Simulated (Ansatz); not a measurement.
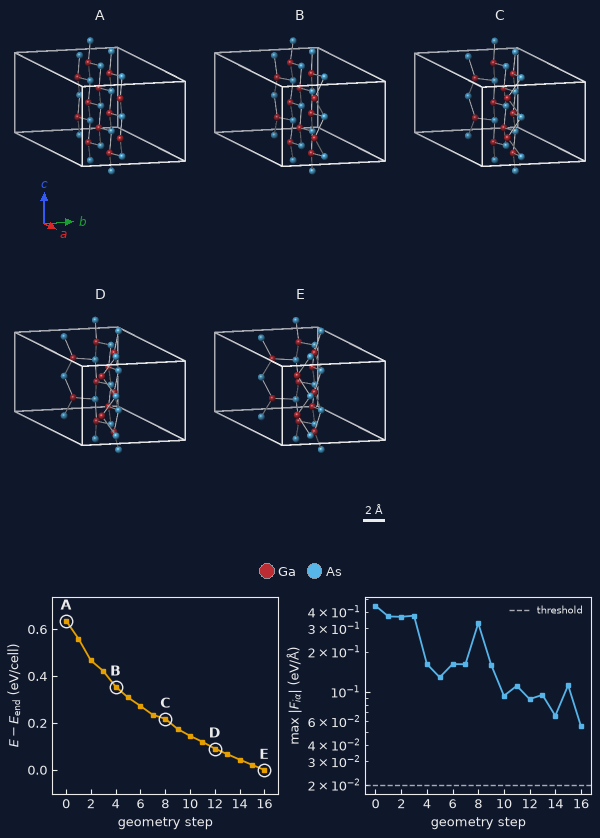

Frames of a relaxation of a wire of composition GaAs, marked on the history of the run. The picture is a ball-and-stick view of the 2 repeat of the cell, with the vacuum cut short, seen slightly off an axis.

Case: zigzag ribbon, 5 formula units a period, edge spins opposed.

Computed with Ansatz 0.2.0, DFT PBEsol, scalar-relativistic, plane waves, PAW.

The input:
```yaml
crystal:
  lattice:
    - [24.0, 0.0, 0.0]
    - [0.0, 9.9, 0.0]
    - [0.0, 0.0, 3.9904494881]
  atoms:
    - { symbol: Ga, position: [0.236012938, 0.4717672389, 0.5] }
    - { symbol: Ga, position: [0.3800058809, 0.4717672389, 0.0] }
    - { symbol: Ga, position: [0.5239988238, 0.4717672389, 0.5] }
    - { symbol: Ga, position: [0.6679917667, 0.4717672389, 1.0] }
    - { symbol: Ga, position: [0.8119847096, 0.4717672389, 0.5], spin: -1.0 }
    - { symbol: As, position: [0.1880152904, 0.5282327611, 1.0], spin: 1.0 }
    - { symbol: As, position: [0.3320082333, 0.5282327611, 0.5] }
    - { symbol: As, position: [0.4760011762, 0.5282327611, 1.0] }
    - { symbol: As, position: [0.6199941191, 0.5282327611, 0.5] }
    - { symbol: As, position: [0.763987062, 0.5282327611, 1.0] }
basis:
  ecutwfc: 420
kpoints:
  mp_grid: { grid: [1, 1, 14] }
hamiltonian:
  xc: pbesol
scf:
  occupations: { method: gaussian, width: 0.05 }
output:
  forces: true
  stress: true
  eigenvalues: true
  populations: true
  write_density: true
  write_potential: true
  elf: true
  volumetric_format: npy
magnetization:
  spin_polarized: true
relax:
  adjacent_minimum: "off"
  f_tol: 0.02
  max_steps: 45
  cell: { fix: [a, b, alpha, beta, gamma], stress_tol: 0.03 }
```

Run as
```bash
ansatz run input.yaml --threads 4 --pin off --max-ram 11264MiB --backend cpu --events-out ev --progress --plain --runs-dir out
```

### What happens along the run?

The run was cut off at its time limit before the relaxation converged, so the last structure is only a point on the way. After 16 geometry steps the energy has fallen by 0.637 eV per cell of the calculation. Largest force component: 0.44 eV/Å at the start, 0.055 eV/Å at the end. The largest move relative to the centre of the atoms is that of Ga5, 2.82 Å. By element the largest moves are Ga 2.82 Å, As 2.48 Å. Along the periodic axis the drawn cell goes c 7.981 → 7.901 Å (−1.0 %). Among the contacts that change: Ga1–As7 2.371 → 2.416 Å, Ga2–As8 2.371 → 2.407 Å, Ga1–As6 2.371 → 2.394 Å, Ga2–As7 2.371 → 2.375 Å. Among the angles between lasting bonds that change: Ga4–As10–Ga5 114.6° → 82.7°, Ga1–As7–Ga2 114.6° → 105.2°, As6–Ga1–As7 114.6° → 122.0°. The program noted that the starting moments weren't kept. From step 0 to 4: Ga5 moves most (0.59 Å), energy −0.281 eV per cell of the calculation. From step 4 to 8: Ga5 moves most (0.78 Å), energy −0.137 eV per cell of the calculation. From step 8 to 12: Ga5 moves most (0.75 Å), energy −0.127 eV per cell of the calculation. From step 12 to 16: Ga5 moves most (0.78 Å), energy −91.2 meV per cell of the calculation.

```
step  E − E(0), meV/atom  largest force component, eV/Å
   0                0.00                         0.4444
   1               -7.68                         0.3690
   2              -16.97                         0.3669
   3              -21.47                         0.3738
   4              -28.15                         0.1621
   5              -32.78                         0.1287
   6              -36.37                         0.1618
   7              -40.18                         0.1613
   8              -41.84                         0.3284
   9              -46.20                         0.1605
  10              -49.13                         0.0934
  11              -51.67                         0.1111
  12              -54.56                         0.0883
  13              -56.92                         0.0949
  14              -59.25                         0.0661
  15              -61.47                         0.1122
  16              -63.68                         0.0552
```
